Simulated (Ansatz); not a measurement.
A series of calculations on S$_{33}$Mg$_{31}$

## 1. Relaxation

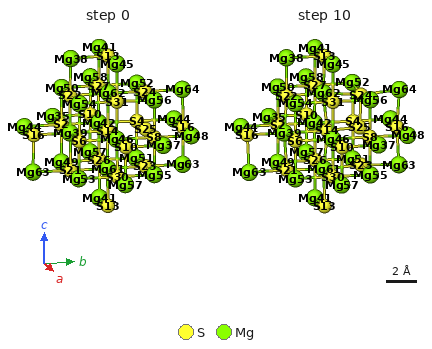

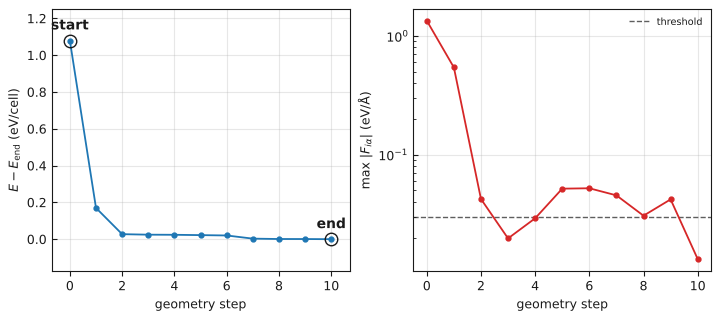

First and last geometry of a relaxation of a defect cell of composition S₃₃Mg₃₁ (cell charge +2), with the history of the run. Style: ball-and-stick. Shown: the atoms within 5.8 Å of the atom that moves most (axes of the cell of the calculation (origin shifted)), slightly off an axis.

Computed with DFT, PBEsol, PAW, plane waves in Ansatz. Set-up: plane-wave cutoff 420 eV; k-point mesh 1 × 1 × 1; mesh shifted by (0.25, 0.25, 0.25); no spin polarisation; atoms relaxed in a fixed cell; force threshold 0.03 eV/Å; at most 80 steps.

Question: What do the curves and the structures tell?

Answer: It converged. The atom that moves furthest is S14 (0.24 Å along +b). By element the largest moves are S 0.24 Å, Mg 0.15 Å. The cell stays as it was. Among the contacts that change: S14–Mg39 2.613 → 2.978 Å, S14–S25 2.617 → 2.272 Å, S24–S25 2.584 → 2.253 Å, S4–Mg37 2.660 → 2.978 Å. Bond angles that change, for instance: S14–Mg62–S24 90.3° → 77.8°, S4–Mg42–S14 88.7° → 78.0°, Mg42–S4–Mg44 178.6° → 168.8°. Over 10 geometry steps the energy falls by 1.080 eV per cell of the calculation. The largest force component goes from 1.3 to 0.013 eV/Å. The forces were under the threshold at step 3, but the run went on from there. Cost: 8 s on 1 × NVIDIA GB200 with 8 threads of Arm Neoverse-V2, peak memory 1.8 GiB.

Limits of the set-up: the cell is charged, on a uniform background, and energies carry no finite-size correction.

## 2. Relaxation

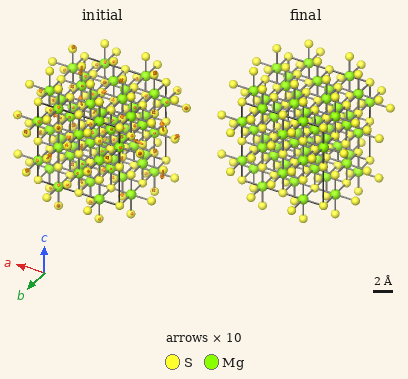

The structure of a defect cell of composition S33Mg31 (cell charge −1) before (left) and after (right) a relaxation, at one scale. The orange arrows give the displacements, 10 times their true length.

The picture is a ball-and-stick view of the cell of the calculation (origin shifted), seen from a free direction.

Method: Ansatz, DFT, PBEsol, PAW, plane waves. Settings: plane-wave cutoff 420 eV; k-point mesh 1 × 1 × 1; mesh shifted by (0.25, 0.25, 0.25); collinear spin; atoms relaxed in a fixed cell; force threshold 0.03 eV/Å; at most 80 steps.

What changed between the two?

An S atom moves most: 0.16 Å roughly along −a. By element the largest moves are S 0.16 Å, Mg 0.05 Å. The cell stays as it was. Near-neighbour distances that change, for instance: Mg–S 2.660 → 2.464 Å, Mg–S 2.622 → 2.464 Å, Mg–S 2.590 → 2.465 Å, Mg–S 2.701 → 2.589 Å. Among the angles between lasting bonds that change: S–Mg–S 88.7° → 96.4°, Mg–S–Mg 179.9° → 173.7°, S–Mg–S 90.3° → 96.2°. Over 3 geometry steps the energy falls by 0.672 eV per cell of the calculation. The largest force component goes from 1.1 to 0.017 eV/Å.

Limits of the set-up: the cell is charged, on a uniform background, and energies carry no finite-size correction.

## 3. Defect

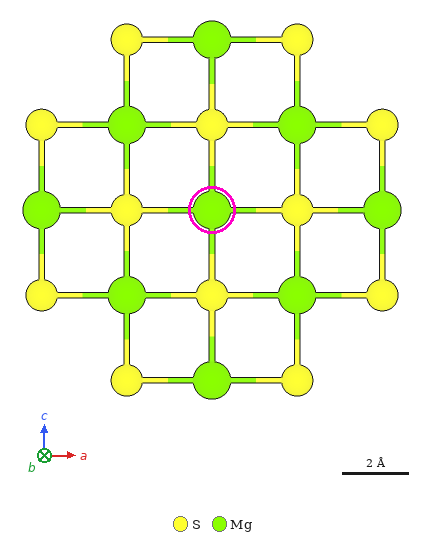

Perfect MgS. The picture is a ball-and-stick view of the atoms within 6.0 Å of one point, in a slice 3.4 Å thick across the line of sight, seen along the b axis.

Method: DFT, PBEsol, PAW, plane waves (Ansatz 0.2.0). Settings: plane-wave cutoff 420 eV; k-point mesh 1 × 1 × 1; mesh shifted by (0.25, 0.25, 0.25); collinear spin. Fermi-Dirac smearing of 0.01 eV. A uniform background neutralises the charged cell. The axes drawn are those of the host's conventional cell.

A magnesium atom is replaced by sulfur at the ringed place, in charge state +3. The supercell has 64 sites, and the atoms are relaxed at the host's cell.

> How do the neighbours respond?

In the host the Mg atom has 6 S at 2.59 Å; the S atom ends with 6 S at 2.26 to 2.58 Å. Of the host's atoms, a sulfur atom moves furthest from its site, by 0.23 Å. The S atom itself moves 0.17 Å from where it was put. The cell's net moment is 0.86 μB.

The relaxed defect, seen from the same direction:

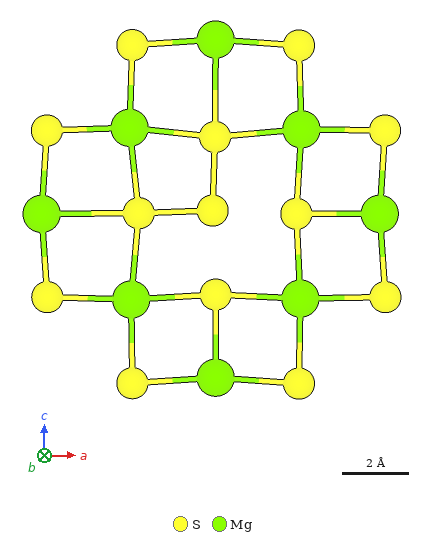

Limits of the set-up: the cell is charged, on a uniform background, and energies carry no finite-size correction.

## 4. Defect

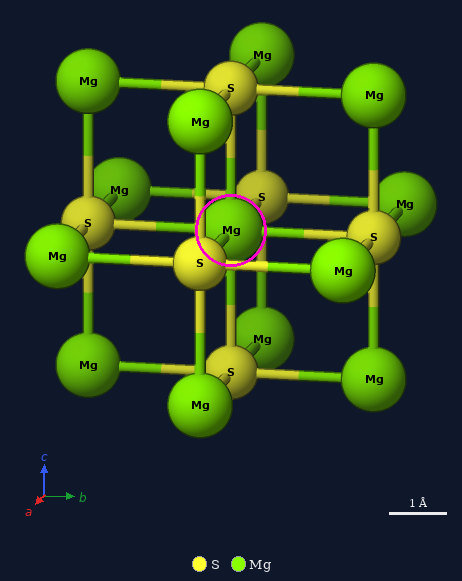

Perfect MgS. The picture is a ball-and-stick view of the atoms within 3.8 Å of one point, seen slightly off an axis.

Computed with DFT, PBEsol, PAW, plane waves in Ansatz 0.2.0. (plane-wave cutoff 420 eV; k-point mesh 1 × 1 × 1; mesh shifted by (0.25, 0.25, 0.25); collinear spin) Fermi-Dirac smearing of 0.01 eV. A uniform background neutralises the charged cell. The axes drawn are those of the host's conventional cell.

A magnesium atom is replaced by sulfur at the ringed place, in charge state −1. The supercell has 64 sites, and the atoms are relaxed at the host's cell.

How do the neighbours respond?

Answer. In the host the Mg atom has 6 S at 2.59 Å; the S atom ends with 6 S at 2.71 to 2.72 Å. Of the host's atoms, a sulfur atom moves furthest from its site, by 0.13 Å. The cell's net moment is 3.00 μB.

The relaxed defect, seen from the same direction:

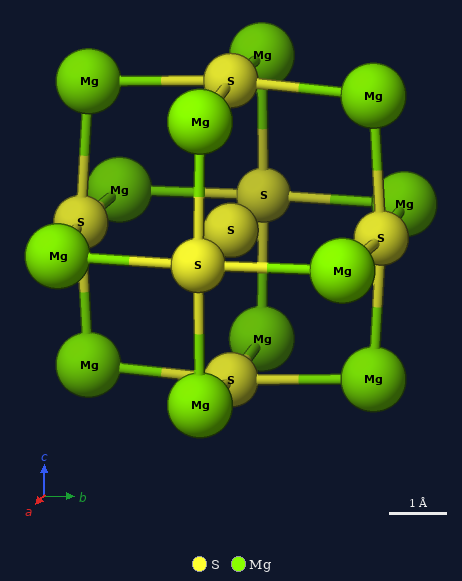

Limits of the set-up: the cell is charged, on a uniform background, and energies carry no finite-size correction.
